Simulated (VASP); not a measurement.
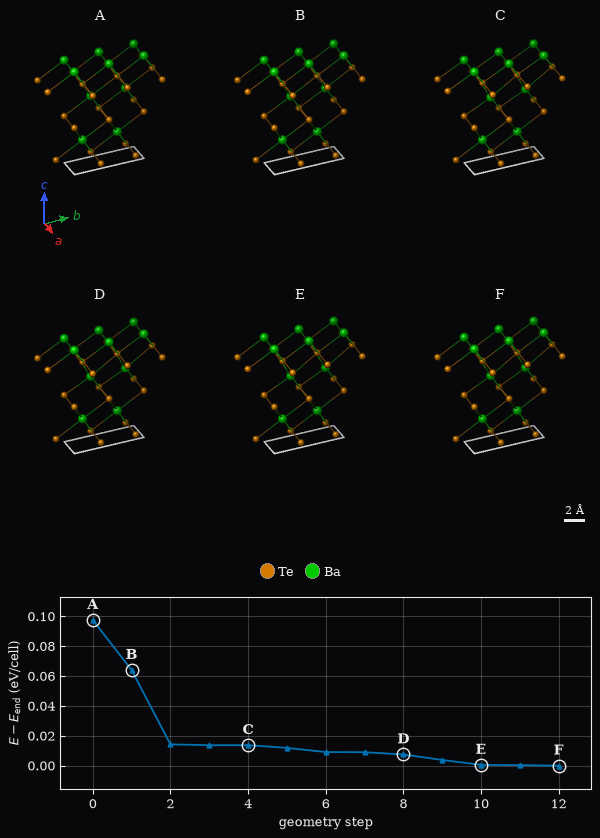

Frames of a relaxation of a slab of composition BaTe, marked on the history of the run. A ball-and-stick model of the 1 × 2 repeat of the cell, outlined in the plane, without the vacuum, seen slightly off an axis.

The run lets the atoms move in a fixed cell. 3 atoms are held fixed.

Level of theory: Kohn-Sham DFT of a periodic cell, PBE with D2, VASP PAW PBE potentials, recommended (VASP 6.6.1).

Input file:
```
SYSTEM = BaTe
PREC     = Accurate       ! precision mode
ENCUT    = 520            ! plane-wave cutoff, eV
EDIFF    = 1E-6           ! SCF threshold, eV
ISMEAR   = -1             ! smearing method
SIGMA    = 0.05           ! smearing width, eV
LREAL    = .FALSE.        ! projectors in reciprocal space
LASPH    = .TRUE.         ! aspherical terms in the spheres
NELM     = 60             ! most SCF steps
ALGO     = Normal         ! electronic algorithm
ISIF     = 2              ! what is computed and relaxed
LWAVE    = .FALSE.        ! write WAVECAR
LCHARG   = .FALSE.        ! write CHGCAR
LDIPOL   = .TRUE.       
IDIPOL   = 3            
DIPOL    = 0.5 0.5 0.500
GGA      = PE             ! functional
IVDW     = 1              ! dispersion correction
IBRION   = 2              ! ionic algorithm
NSW      = 60             ! ionic steps
EDIFFG   = -0.02          ! ionic threshold
```

Launched with:
```bash
cat potpaw_PBE.64/Te/POTCAR potpaw_PBE.64/Ba_sv/POTCAR > POTCAR
mpirun -np 1 vasp_std > vasp.out
```

> What happens along the run?

The energy falls by 97.5 meV per cell of the calculation in 12 geometry steps. The largest force component goes from 0.7 to 0.62 eV/Å. The largest move is that of a Te atom, 0.22 Å along the normal (+c). Largest moves by element: Te 0.22 Å, Ba 0.20 Å. The cell stays as it was. Among the contacts that change: Ba–Te 3.410 → 3.596 Å, Ba–Te 3.410 → 3.362 Å, Ba–Te 3.410 → 3.397 Å. Bond angles that change, for instance: Ba–Te–Ba 90.0° → 84.2°, Te–Ba–Te 90.0° → 84.2°, Te–Ba–Te 180.0° → 174.8°. From step 0 to 1: a Ba atom moves most (0.03 Å), energy −33.5 meV per cell of the calculation. From step 1 to 4: a Ba atom moves most (0.11 Å), energy −50.4 meV per cell of the calculation. From step 4 to 8: a Ba atom moves most (0.07 Å), energy −6.2 meV per cell of the calculation. From step 8 to 10: a Ba atom moves most (0.12 Å), energy −7.0 meV per cell of the calculation. From step 10 to 12: a Ba atom moves most (0.02 Å), energy −0.5 meV per cell of the calculation.

| step | E − E(0), meV/atom | largest force component, eV/Å |
| --- | --- | --- |
| 0 | 0.00 | 0.6985 |
| 1 | -5.58 | 0.6315 |
| 2 | -13.88 | 0.5282 |
| 3 | -13.97 | 0.5119 |
| 4 | -13.97 | 0.5153 |
| 5 | -14.27 | 0.5045 |
| 6 | -14.74 | 0.4711 |
| 7 | -14.75 | 0.4636 |
| 8 | -15.01 | 0.4765 |
| 9 | -15.62 | 0.5149 |
| 10 | -16.17 | 0.5920 |
| 11 | -16.20 | 0.6347 |
| 12 | -16.26 | 0.6155 |
